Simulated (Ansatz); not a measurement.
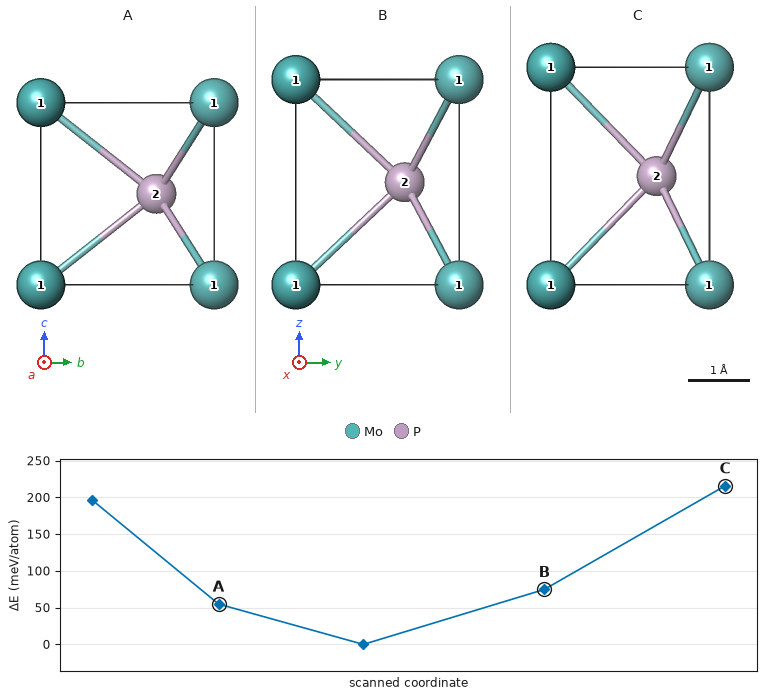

A scan of crystalline MoP (P-6m2) along one coordinate. x, y and z are the Cartesian axes of the input. Style: ball-and-stick. Shown: the cell of the calculation, along the a axis.

Method: DFT PBE, scalar-relativistic, plane waves, PAW in Ansatz 0.2.0. Settings: plane-wave cutoff 420 eV; k-point mesh 18 × 18 × 16; occupations gaussian; smearing width 0.15 eV; no spin polarisation. Energies (free energies at the smearing named) are counted from the cell as listed in its source, which wasn't relaxed.

**Which coordinate changes from frame to frame?**

The ratio of the cell's length along z to its lengths across, counted as 1 for the reference, is changed at fixed volume (a c/a path), with the atoms kept at their fractional coordinates. In the frames the relative ratio is 0.92 (A), 1.10 (B), 1.20 (C). The lowest computed point lies at the relative ratio 1.00 (0.0 meV/atom). At the ends of the scan the energy is 196.6 meV/atom (0.85) and 215.8 meV/atom (1.20). The unrelaxed reference is under a pressure of 2.7 GPa. The distortion keeps the space group P-6m2. At the relative ratio 1.20 the cell of the drawing goes a 3.223 → 3.033 Å, b 3.223 → 3.033 Å, c 3.191 → 3.603 Å.
